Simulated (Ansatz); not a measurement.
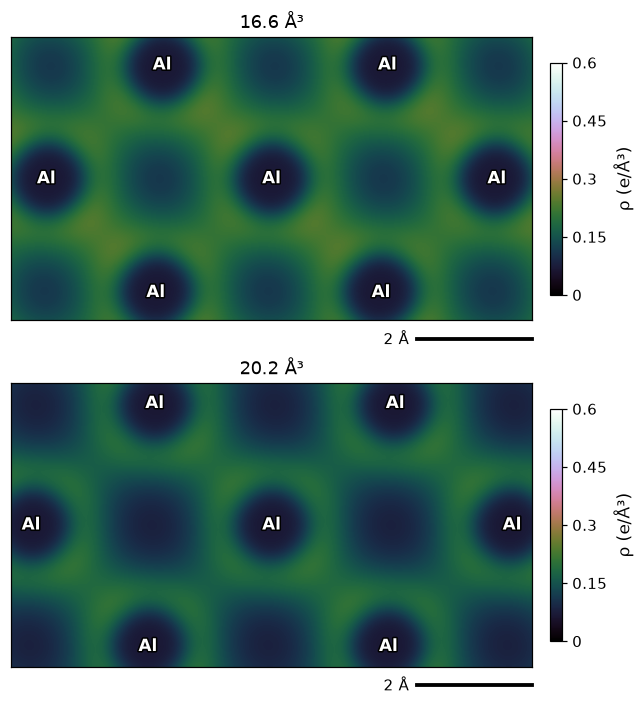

Al. The valence pseudo-density of cells scaled evenly to different volumes (given per atom above each panel), on the (11̄0) plane of each (indices in the axes of the cell below), at one length scale and on one colour scale.

A generated structure, not necessarily the stable one.

Method: DFT, RPBE, plane waves (420 eV) with PAW, scalar-relativistic (Ansatz 0.2.0).

Core electrons are frozen (PAW), and the valence fields are smoothed inside the atomic spheres.

The largest cell:

```
Al
1.0
    -3.44886    3.02233    1.43298
     3.02233   -3.44886    1.43298
     2.50573    2.50573   -2.21419
Al
2
Direct
  0.98953 0.01047 0.00000
  0.76047 0.23953 0.50000
```

| volume (Å³/atom) | Al–Al contact in the plane (Å) | ρ at its midpoint (e/Å³) | pressure (GPa) | 
| --- | --- | --- | --- |
| 16.58 | 2.743 | 0.232 | 6.8 | 
| 17.30 | 2.782 | ? | ? | 
| 20.18 | 2.929 | 0.187 | −6.1 | 

Q: What values belong in the row with question marks?

A: Over the known rows ln ρ falls by 1.16 per Å of Al–Al distance (the line through the two), which gives 0.222 e/Å³ at 2.782 Å; the calculation gives 0.222 e/Å³. For the pressure, a straight line in volume between the neighbouring rows gives 4.2 GPa; the calculation gives 3.0, lower because pressure rises ever faster on compression.
